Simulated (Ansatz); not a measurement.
**Molecular dynamics of Si₁₆C (part 2 of 2)**

Si₁₆C (defect cell, 17 atoms in the cell); DFT PBE, scalar-relativistic, plane waves, PAW, PAW set soft_1, spin-polarised (Ansatz 0.2.0); cutoff 420 eV, 2×2×2 k-mesh, Fermi–Dirac smearing of 0.02 eV, collinear spins. It belongs to a series of runs on one base structure; here: dynamics from the start.

Geometry of the input (Å; fractional positions):
```
0.0000  5.4300  5.4300
5.4300  0.0000  5.4300
5.4300  5.4300  0.0000
Si 0.0214  -0.0145  -0.0276
Si 0.1310  0.1118  0.1098
Si -0.0015  -0.0232  0.4774
Si 0.1515  0.0973  0.5982
Si 0.0175  0.4852  -0.0142
Si 0.1387  0.6115  0.1119
Si 0.0216  0.4716  0.4859
Si 0.1308  0.6092  0.6124
Si 0.4945  -0.0251  0.0385
Si 0.6481  0.1127  0.1102
Si 0.5458  -0.0225  0.4781
Si 0.5575  0.1934  0.6914
Si 0.5121  0.4861  -0.0133
Si 0.6444  0.6071  0.1061
Si 0.4939  0.5408  0.4737
Si 0.6483  0.6096  0.6132
C  0.7194  1.0312  0.5292
```

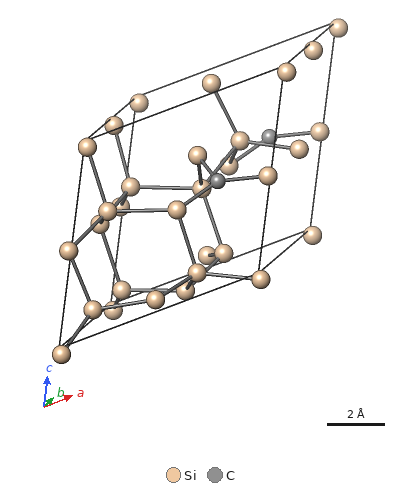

Figure 1. The geometry at step 22 of the log (ball-and-stick view of the cell of the calculation, seen slightly off an axis).

**Output, continued**
```
Harris-Foulkes:  -10418.248767 eV  (|F-HF|=1.53e-8)
Internal energy: -10418.247980 eV  (E = F + TS)
E sigma→0 (E₀):  -10418.248373 eV
Entropy (-TS):   -0.000786 eV (-0.046 meV/atom)
Fermi energy:    6.882374 eV
--- Per-component energies (eV) ---
  E_band       = 89.332026
  E_kinetic    = 743.764671
  E_local      = -550.464701  (includes V_loc(G=0)·N_el)
  E_nonlocal   = 388.761393
  E_hartree    = 181.645183
  E_xc         = -951.189590
  E_vxc        = -823.049633  (∫ρ·V_xc dr)
  E_paw        = -8284.943206  (= ΣΔE_a)
  E_vpaw       = -32.970544  (= ΣTr[D̂ρ^β])
  E_aug_tail   = 0.000615  (compensation charges beyond the density's cutoff)
  E_ewald      = -1945.822344
  E_smearing   = -0.000786  (= −TS)
  E_closure    = 0.000000  (closes the sum)
  Σ components = -10418.248767   (vs F -10418.248767, Δ=0.00e0)
--- Forces (eV/Å), atoms counted from 1 ---
  atom   1  Si     0.68555177     1.39901445    -0.52985847
  atom   2  Si    -0.07899903    -0.17082291     0.67360945
  atom   3  Si    -0.40098006    -0.33222533     0.14099478
  atom   4  Si    -0.51470412    -0.33380562     1.09530188
  atom   5  Si     0.13914353     0.19134844    -1.35512477
  atom   6  Si    -0.21832455    -0.40384333     0.07250402
  atom   7  Si     0.29397832    -0.28770248     0.13838588
  atom   8  Si    -0.46016338     1.10159753     0.74760718
  atom   9  Si     0.49817987    -0.97201690     0.86995153
  atom  10  Si    -0.20301395    -0.36953289    -0.90087820
  atom  11  Si    -0.52629172    -0.54016205    -0.61316311
  atom  12  Si    -0.00428787     0.70142618    -0.60712131
  atom  13  Si     0.15905559    -0.59997440     0.92843605
  atom  14  Si    -0.81805379     0.85531420     0.35214389
  atom  15  Si     0.90861093    -0.40107663    -0.24833159
  atom  16  Si    -0.46155097    -0.46779218    -1.15669409
  atom  17  C      1.00185625     0.63026169     0.39223699
  max |Σ_I F_I| component: 7.77e-6 eV/Å
--- MD trajectory: 40 steps, t = 0.0 → 40.0 fs ---
  final state: T = 671.3 K   F+E_penalty+E_count = -10418.24876654 eV   E_kin = 1.475039 eV
```

**Trajectory as extended XYZ (Å, eV, eV/Å), 12 of the 41 frames kept, from step=0 to step=40**
```
17
Lattice="0.0000 5.4300 5.4300 5.4300 0.0000 5.4300 5.4300 5.4300 0.0000" Properties=species:S:1:pos:R:3:forces:R:3 step=0 time_fs=0.0 energy=-10419.01309 temperature=847.1
Si   -0.2287   -0.0337    0.0371   -0.0073  -0.0046   0.0099
Si    1.2035    1.3078    1.3187   -0.0056  -0.0024   0.0127
Si    2.4665    2.5843   -0.1340    0.0412  -0.0005  -0.0017
Si    3.7768    4.0709    1.3512   -0.0227   0.0080   0.0115
Si    2.5578    0.0182    2.7302    0.0025  -0.0028  -0.0025
Si    3.9283    1.3606    4.0735    0.0099  -0.0017  -0.0028
Si    5.1989    2.7553    2.6778   -0.0066   0.0091  -0.0032
Si    6.6333    4.0356    4.0186   -0.0058   0.0127  -0.0017
Si    0.0723    2.8937    2.5483   -0.0067  -0.0076  -0.0070
Si    1.2105    4.1176    4.1315    0.0035  -0.0046  -0.0151
Si    2.4737    5.5594    2.8412    0.0087  -0.0029  -0.0039
Si    4.8040    6.7815    4.0774    0.0163   0.0069   0.0099
Si    2.5672    2.7081    5.4202   -0.0132  -0.0026  -0.0017
Si    3.8728    4.0756    6.7957   -0.0005   0.0066   0.0055
Si    5.5085    5.2537    5.6181   -0.0074  -0.0052  -0.0101
Si    6.6401    6.8503    6.8306    0.0041  -0.0148  -0.0048
C     8.4734    6.7802    9.5060   -0.0103   0.0065   0.0049
17
Lattice="0.0000 5.4300 5.4300 5.4300 0.0000 5.4300 5.4300 5.4300 0.0000" Properties=species:S:1:pos:R:3:forces:R:3 step=4 time_fs=4.0 energy=-10418.86470 temperature=770.8
Si   -0.2369   -0.0317    0.0218    0.2358  -0.2040   0.3202
Si    1.2066    1.3280    1.3073    0.1450  -0.7080   0.3371
Si    2.4698    2.5764   -0.1236   -0.0084   0.0317  -0.4047
Si    3.7557    4.0584    1.3365    0.1815   0.2400   0.0244
Si    2.5810   -0.0205    2.7709   -0.5926   0.5648  -0.4717
Si    3.9183    1.3311    4.0889    0.2587   0.4947  -0.2745
Si    5.1937    2.7699    2.6609   -0.2965  -0.2294   0.2644
Si    6.6334    4.0174    3.9966   -0.2379   0.1175   0.6270
Si    0.1012    2.9151    2.5189   -0.4787  -0.1201   0.1598
Si    1.2084    4.1088    4.1169   -0.0305  -0.0032   0.2431
Si    2.4915    5.5513    2.8643   -0.3128  -0.2935  -0.6678
Si    4.7873    6.7754    4.0650    0.0187   0.2497  -0.1168
Si    2.5698    2.7015    5.4183    0.0090   0.2037  -0.0411
Si    3.8385    4.0841    6.8108    0.6801  -0.1501  -0.3319
Si    5.5129    5.2740    5.6332    0.0579  -0.0051   0.0218
Si    6.6691    6.9000    6.8620   -0.1952  -0.6952  -0.2069
C     8.4439    6.7855    9.4686    0.5658   0.5065   0.5174
17
Lattice="0.0000 5.4300 5.4300 5.4300 0.0000 5.4300 5.4300 5.4300 0.0000" Properties=species:S:1:pos:R:3:forces:R:3 step=7 time_fs=7.0 energy=-10418.60573 temperature=647.7
Si   -0.2453   -0.0313    0.0130    0.4366  -0.3423   0.5356
Si    1.2090    1.3406    1.2988    0.1818  -1.1076   0.5558
Si    2.4746    2.5723   -0.1172   -0.0775  -0.0161  -0.7571
Si    3.7365    4.0482    1.3219    0.3724   0.4072   0.0879
Si    2.5976   -0.0485    2.8023   -0.9174   0.8988  -0.7766
Si    3.9111    1.3108    4.1017    0.3933   0.8460  -0.4680
Si    5.1878    2.7801    2.6486   -0.5027  -0.3626   0.4221
Si    6.6302    4.0069    3.9804   -0.3838   0.1446   1.0597
Si    0.1198    2.9328    2.5031   -0.7370  -0.2619   0.1793
Si    1.2065    4.1044    4.1091   -0.0255   0.0361   0.4179
Si    2.5071    5.5434    2.8791   -0.6151  -0.5755  -1.1670
Si    4.7779    6.7733    4.0559    0.0986   0.3470  -0.1653
Si    2.5719    2.6984    5.4153   -0.0125   0.3062  -0.0228
Si    3.8180    4.0858    6.8225    1.0591  -0.2321  -0.5516
Si    5.5128    5.2869    5.6460    0.1014   0.0150  -0.0175
Si    6.6858    6.9341    6.8849   -0.2354  -1.1298  -0.3296
C     8.4283    6.7884    9.4415    0.8636   1.0268   0.9972
17
Lattice="0.0000 5.4300 5.4300 5.4300 0.0000 5.4300 5.4300 5.4300 0.0000" Properties=species:S:1:pos:R:3:forces:R:3 step=11 time_fs=11.0 energy=-10418.21086 temperature=543.3
Si   -0.2606   -0.0320    0.0082    0.7187  -0.4627   0.7315
Si    1.2149    1.3511    1.2886    0.1096  -1.4598   0.8313
Si    2.4804    2.5624   -0.1161   -0.2172   0.0233  -1.0146
Si    3.7088    4.0374    1.3031    0.6250   0.5338   0.1602
Si    2.6135   -0.0844    2.8452   -1.1574   1.2260  -1.1034
Si    3.9017    1.2921    4.1171    0.5079   1.1977  -0.6896
Si    5.1788    2.7905    2.6308   -0.7042  -0.4989   0.5714
Si    6.6210    3.9919    3.9637   -0.5895   0.1846   1.5406
Si    0.1403    2.9579    2.4857   -0.9406  -0.5376   0.1409
Si    1.2030    4.0989    4.1046   -0.0147   0.1980   0.5593
Si    2.5322    5.5262    2.8873   -0.9289  -0.6573  -1.3762
Si    4.7657    6.7736    4.0484    0.2882   0.4419  -0.2304
Si    2.5723    2.7002    5.4074   -0.0139   0.3556   0.0653
Si    3.7968    4.0841    6.8381    1.3499  -0.2855  -0.7639
Si    5.5024    5.3019    5.6655    0.2146   0.0441  -0.1290
Si    6.7085    6.9712    6.9099   -0.2675  -1.5663  -0.4403
C     8.4122    6.8018    9.4147    1.0199   1.2630   1.1467
17
Lattice="0.0000 5.4300 5.4300 5.4300 0.0000 5.4300 5.4300 5.4300 0.0000" Properties=species:S:1:pos:R:3:forces:R:3 step=15 time_fs=15.0 energy=-10417.91306 temperature=419.7
Si   -0.2708   -0.0431    0.0078    0.8586  -0.3870   0.8849
Si    1.2235    1.3515    1.2852    0.0415  -1.6185   0.9591
Si    2.4909    2.5525   -0.1217   -0.5073   0.0762  -0.9517
Si    3.6839    4.0235    1.2821    0.8296   0.6544   0.2622
Si    2.6216   -0.1159    2.8843   -1.1631   1.4593  -1.3056
Si    3.8988    1.2842    4.1329    0.5264   1.3265  -0.8788
Si    5.1683    2.7966    2.6117   -0.7971  -0.5531   0.7455
Si    6.6105    3.9773    3.9577   -0.8217   0.2180   1.8329
Si    0.1569    2.9778    2.4704   -1.0209  -0.7446   0.1097
Si    1.1943    4.0951    4.1112    0.0735   0.3322   0.4674
Si    2.5508    5.5065    2.8822   -1.0320  -0.2345  -0.9871
Si    4.7522    6.7731    4.0396    0.7450   0.4910  -0.2571
Si    2.5689    2.7058    5.3998    0.0432   0.3383   0.1479
Si    3.7825    4.0808    6.8474    1.4599  -0.2623  -0.8291
Si    5.4854    5.3183    5.6851    0.3575   0.0616  -0.2600
Si    6.7279    7.0024    6.9298   -0.2844  -1.8908  -0.5070
C     8.4113    6.8262    9.4044    0.6911   0.7333   0.5669
17
Lattice="0.0000 5.4300 5.4300 5.4300 0.0000 5.4300 5.4300 5.4300 0.0000" Properties=species:S:1:pos:R:3:forces:R:3 step=18 time_fs=18.0 energy=-10417.76244 temperature=390.2
Si   -0.2765   -0.0545    0.0111    0.8411  -0.2691   0.9489
Si    1.2264    1.3418    1.2847    0.0659  -1.5949   1.0006
Si    2.4955    2.5479   -0.1278   -0.7715   0.0764  -0.7452
Si    3.6663    4.0116    1.2669    0.9205   0.7587   0.3366
Si    2.6233   -0.1338    2.9094   -1.0655   1.5103  -1.4486
Si    3.9021    1.2833    4.1408    0.4725   1.3287  -0.9588
Si    5.1550    2.8004    2.5984   -0.7471  -0.5870   0.8697
Si    6.6023    3.9646    3.9576   -0.9940   0.2913   1.9349
Si    0.1661    2.9860    2.4592   -0.9886  -0.8229   0.1463
Si    1.1838    4.0954    4.1226    0.1607   0.3502   0.2520
Si    2.5589    5.4904    2.8740   -1.0284   0.2358  -0.5252
Si    4.7427    6.7723    4.0323    1.1707   0.4940  -0.2705
Si    2.5649    2.7116    5.3931    0.0922   0.2677   0.2286
Si    3.7789    4.0751    6.8495    1.4122  -0.1538  -0.7778
Si    5.4722    5.3328    5.6970    0.4652   0.0404  -0.3441
Si    6.7397    7.0206    6.9457   -0.2892  -2.0293  -0.5696
C     8.4179    6.8488    9.4052    0.2832   0.1037  -0.0780
17
Lattice="0.0000 5.4300 5.4300 5.4300 0.0000 5.4300 5.4300 5.4300 0.0000" Properties=species:S:1:pos:R:3:forces:R:3 step=22 time_fs=22.0 energy=-10417.64712 temperature=291.8
Si   -0.2809   -0.0702    0.0199    0.7422  -0.0744   0.9486
Si    1.2306    1.3168    1.2868    0.0938  -1.4200   1.0649
Si    2.4966    2.5365   -0.1384   -1.0634   0.1508  -0.3648
Si    3.6536    3.9950    1.2471    0.8785   0.8440   0.4305
Si    2.6219   -0.1495    2.9352   -0.9656   1.4430  -1.5204
Si    3.9099    1.2863    4.1490    0.3812   1.2553  -1.0215
Si    5.1379    2.8041    2.5850   -0.5850  -0.6338   1.0203
Si    6.5873    3.9495    3.9697   -1.1086   0.4357   1.8874
Si    0.1731    2.9911    2.4447   -0.8558  -0.8882   0.2201
Si    1.1693    4.0996    4.1395    0.2618   0.2708  -0.0973
Si    2.5623    5.4704    2.8632   -0.9832   0.6828  -0.0811
Si    4.7331    6.7722    4.0231    1.7131   0.4758  -0.3200
Si    2.5601    2.7199    5.3848    0.1136   0.1366   0.3285
Si    3.7752    4.0663    6.8499    1.3240   0.0274  -0.6651
Si    5.4519    5.3526    5.7069    0.5840  -0.0390  -0.3907
Si    6.7503    7.0343    6.9621   -0.2982  -2.0889  -0.6393
C     8.4305    6.8700    9.4105   -0.2324  -0.5778  -0.8001
17
Lattice="0.0000 5.4300 5.4300 5.4300 0.0000 5.4300 5.4300 5.4300 0.0000" Properties=species:S:1:pos:R:3:forces:R:3 step=25 time_fs=25.0 energy=-10417.65332 temperature=269.5
Si   -0.2836   -0.0835    0.0306    0.6927   0.1503   0.8001
Si    1.2339    1.2961    1.2911    0.1301  -1.3090   1.0775
Si    2.4973    2.5243   -0.1450   -1.2096   0.2030  -0.1191
Si    3.6532    3.9857    1.2322    0.7316   0.8216   0.5308
Si    2.6202   -0.1563    2.9501   -0.9206   1.2658  -1.5654
Si    3.9149    1.2933    4.1508    0.3568   1.1019  -0.9635
Si    5.1248    2.8028    2.5807   -0.4059  -0.6423   1.0846
Si    6.5738    3.9385    3.9871   -1.0897   0.5644   1.7392
Si    0.1744    2.9880    2.4314   -0.7100  -0.8714   0.3558
Si    1.1632    4.1058    4.1454    0.2413   0.1352  -0.2938
Si    2.5611    5.4589    2.8573   -0.8998   0.8426   0.0518
Si    4.7295    6.7737    4.0194    2.0059   0.4757  -0.3709
Si    2.5595    2.7280    5.3798    0.0528   0.0016   0.3864
Si    3.7792    4.0585    6.8430    1.1671   0.2197  -0.4761
Si    5.4384    5.3649    5.7104    0.6749  -0.0889  -0.3945
Si    6.7555    7.0352    6.9739   -0.3073  -2.0071  -0.7266
C     8.4390    6.8780    9.4090   -0.5103  -0.8631  -1.1162
17
Lattice="0.0000 5.4300 5.4300 5.4300 0.0000 5.4300 5.4300 5.4300 0.0000" Properties=species:S:1:pos:R:3:forces:R:3 step=29 time_fs=29.0 energy=-10417.79980 temperature=400.2
Si   -0.2849   -0.1024    0.0500    0.6158   0.5656   0.4996
Si    1.2410    1.2681    1.3044    0.1269  -1.1791   1.0704
Si    2.4886    2.5031   -0.1505   -1.1409   0.1900   0.1032
Si    3.6608    3.9784    1.2189    0.4497   0.6169   0.6596
Si    2.6096   -0.1604    2.9639   -0.8162   0.9267  -1.6436
Si    3.9182    1.3047    4.1452    0.3444   0.7895  -0.7215
Si    5.1128    2.7947    2.5890   -0.2660  -0.5923   1.0128
Si    6.5535    3.9203    4.0176   -0.9669   0.8124   1.5082
Si    0.1739    2.9866    2.4167   -0.4402  -0.8808   0.5365
Si    1.1574    4.1151    4.1537    0.1851  -0.0164  -0.5534
Si    2.5613    5.4525    2.8522   -0.8284   0.8184   0.0690
Si    4.7386    6.7781    4.0149    1.8113   0.5409  -0.4079
Si    2.5571    2.7404    5.3741    0.0024  -0.2451   0.4699
Si    3.7955    4.0456    6.8266    0.7616   0.5170  -0.1188
Si    5.4215    5.3827    5.7181    0.7877  -0.1408  -0.4076
Si    6.7553    7.0272    6.9888   -0.2483  -1.7846  -0.8698
C     8.4431    6.8799    9.3924   -0.3778  -0.9383  -1.2068
17
Lattice="0.0000 5.4300 5.4300 5.4300 0.0000 5.4300 5.4300 5.4300 0.0000" Properties=species:S:1:pos:R:3:forces:R:3 step=33 time_fs=33.0 energy=-10418.02640 temperature=541.9
Si   -0.2893   -0.1197    0.0745    0.6722   0.9835   0.0390
Si    1.2497    1.2335    1.3208    0.0791  -0.9624   1.0198
Si    2.4731    2.4779   -0.1609   -0.8340   0.0341   0.1661
Si    3.6728    3.9775    1.2086    0.0403   0.2363   0.8208
Si    2.5883   -0.1596    2.9764   -0.6117   0.6029  -1.6598
Si    3.9231    1.3234    4.1317    0.2831   0.3498  -0.4039
Si    5.1070    2.7876    2.6052   -0.1548  -0.5088   0.7666
Si    6.5275    3.9045    4.0567   -0.7639   1.0597   1.2403
Si    0.1710    2.9831    2.4004   -0.0956  -0.9224   0.7447
Si    1.1575    4.1205    4.1611   -0.0305  -0.1018  -0.7548
Si    2.5526    5.4513    2.8498   -0.7423   0.4757  -0.1249
Si    4.7614    6.7831    4.0133    1.1394   0.6849  -0.5189
Si    2.5550    2.7506    5.3648    0.0273  -0.4562   0.6581
Si    3.8180    4.0370    6.8128    0.2286   0.7555   0.1349
Si    5.4091    5.4030    5.7210    0.8388  -0.2861  -0.3356
Si    6.7519    7.0081    6.9982   -0.2151  -1.4098  -1.0099
C     8.4433    6.8578    9.3654    0.1391  -0.5348  -0.7826
17
Lattice="0.0000 5.4300 5.4300 5.4300 0.0000 5.4300 5.4300 5.4300 0.0000" Properties=species:S:1:pos:R:3:forces:R:3 step=36 time_fs=36.0 energy=-10418.15722 temperature=598.0
Si   -0.2925   -0.1330    0.0890    0.7406   1.2540  -0.2470
Si    1.2562    1.1991    1.3369    0.0204  -0.6673   0.8937
Si    2.4632    2.4584   -0.1697   -0.6316  -0.1288   0.1816
Si    3.6814    3.9767    1.2009   -0.2743  -0.0543   0.9621
Si    2.5642   -0.1569    2.9845   -0.3460   0.3952  -1.6054
Si    3.9279    1.3356    4.1229    0.1538   0.0332  -0.2107
Si    5.1004    2.7828    2.6197    0.0365  -0.4487   0.5400
Si    6.5065    3.8994    4.0901   -0.6501   1.1243   1.0269
Si    0.1674    2.9765    2.3941    0.1622  -0.9664   0.8103
Si    1.1565    4.1255    4.1641   -0.1325  -0.1909  -0.8488
Si    2.5426    5.4532    2.8488   -0.6760   0.0114  -0.3727
Si    4.7810    6.7883    4.0095    0.5700   0.7227  -0.5731
Si    2.5525    2.7537    5.3577    0.0767  -0.5302   0.7984
Si    3.8366    4.0331    6.8052   -0.2249   0.8472   0.2670
Si    5.3977    5.4164    5.7229    0.8852  -0.3666  -0.3058
Si    6.7511    6.9872    7.0012   -0.3144  -1.0305  -1.0620
C     8.4417    6.8314    9.3457    0.6044  -0.0043  -0.2545
17
Lattice="0.0000 5.4300 5.4300 5.4300 0.0000 5.4300 5.4300 5.4300 0.0000" Properties=species:S:1:pos:R:3:forces:R:3 step=40 time_fs=40.0 energy=-10418.24877 temperature=671.3
Si   -0.2910   -0.1417    0.1069    0.6856   1.3990  -0.5299
Si    1.2669    1.1470    1.3565   -0.0790  -0.1708   0.6736
Si    2.4507    2.4332   -0.1782   -0.4010  -0.3322   0.1410
Si    3.6878    3.9717    1.1957   -0.5147  -0.3338   1.0953
Si    2.5256   -0.1564    2.9880    0.1391   0.1913  -1.3551
Si    3.9426    1.3498    4.1079   -0.2183  -0.4038   0.0725
Si    5.0954    2.7721    2.6432    0.2940  -0.2877   0.1384
Si    6.4762    3.8974    4.1359   -0.4602   1.1016   0.7476
Si    0.1620    2.9616    2.3845    0.4982  -0.9720   0.8700
Si    1.1506    4.1329    4.1649   -0.2030  -0.3695  -0.9009
Si    2.5270    5.4504    2.8464   -0.5263  -0.5402  -0.6132
Si    4.8069    6.7958    4.0014   -0.0043   0.7014  -0.6071
Si    2.5514    2.7568    5.3488    0.1591  -0.6000   0.9284
Si    3.8627    4.0334    6.7962   -0.8181   0.8553   0.3521
Si    5.3874    5.4309    5.7221    0.9086  -0.4011  -0.2483
Si    6.7536    6.9540    7.0056   -0.4616  -0.4678  -1.1567
C     8.4476    6.8031    9.3188    1.0019   0.6303   0.3922
```

**Summary**

| quantity | value |
| --- | --- |
| outcome | finished |
| mean temperature over the second half | 446 K |
| trajectory | 40 steps, 40 fs |
| ensemble | nvt_langevin |
| temperature in the input | 900.0 K |
| time step | 1 fs |
| electrons treated | 68 |
| potential energy (free energy of the electrons) (last step) | −10418.2488 eV |
| Fermi energy (last step) | 6.882 eV |
| net moment of the cell (last step) | 0.00 μB |
| integrated absolute moment (last step) | 0.00 μB |
| largest force (length of the vector) (last step) | 1.646 eV/Å |
| wall time | 7 min |
| peak memory | 0.68 GiB |

**Remarks**

Warnings of the run: some starting moments were not kept. The k-point mesh is coarse for a cell of this size, so the results may not be converged. So short a trajectory is not equilibrated. The logged temperature at the start can lie below the typed one, since it is counted over all degrees of freedom. The temperature stays far from the 900 K of the thermostat over the second half: the run isn't equilibrated.
